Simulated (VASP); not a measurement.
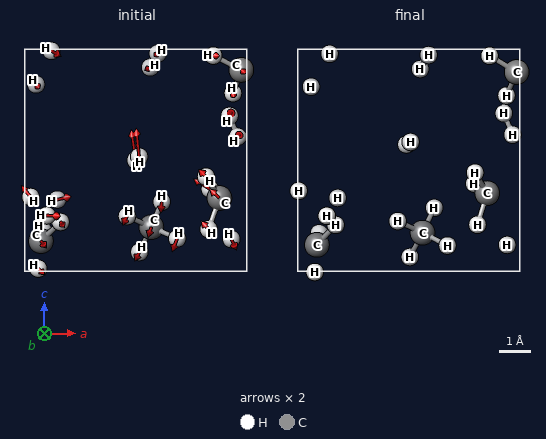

The structure of an amorphous cell of composition H₆C before (left) and after (right) a relaxation, at one scale. The red arrows give the displacements, magnified 2 times.

Style: ball-and-stick. Shown: the cell of the calculation (origin shifted), along the b axis.

The run lets the atoms move in a fixed cell.

The calculation used VASP 6.6.1, Kohn-Sham DFT of a periodic cell, PBE with D3(BJ), VASP PAW PBE potentials, recommended.

Input file:
```
SYSTEM = H6C
  PREC = Accurate
  ENCUT = 520
  EDIFF = 1E-6
  ISMEAR = -1
  SIGMA = 0.05
  LREAL = Auto
  LASPH = .TRUE.
  NELM = 100
  ALGO = Normal
  ISIF = 2
  LWAVE = .FALSE.
  LCHARG = .FALSE.
  GGA = PE
  IVDW = 12
  IBRION = 2
  NSW = 35
  EDIFFG = -0.3
```

Run as
```bash
cat potpaw_PBE.64/H/POTCAR potpaw_PBE.64/C/POTCAR > POTCAR
mpirun -np 1 vasp_gam > vasp.out
```

> Summarise the run.

The atom that moves furthest is an H atom (0.53 Å roughly along [0 −1 3]). By element the largest moves are H 0.53 Å, C 0.24 Å. The cell stays as it was. Some distances before and after: H–H 0.737 → 0.749 Å, C–H 1.090 → 1.097 Å. The energy falls by 0.926 eV per cell of the calculation in 14 geometry steps. The largest force component goes from 0.61 to 0.21 eV/Å.

Limits of the set-up: the periodic images lie only 7.2 Å apart, so the values are limited by the cell's size.
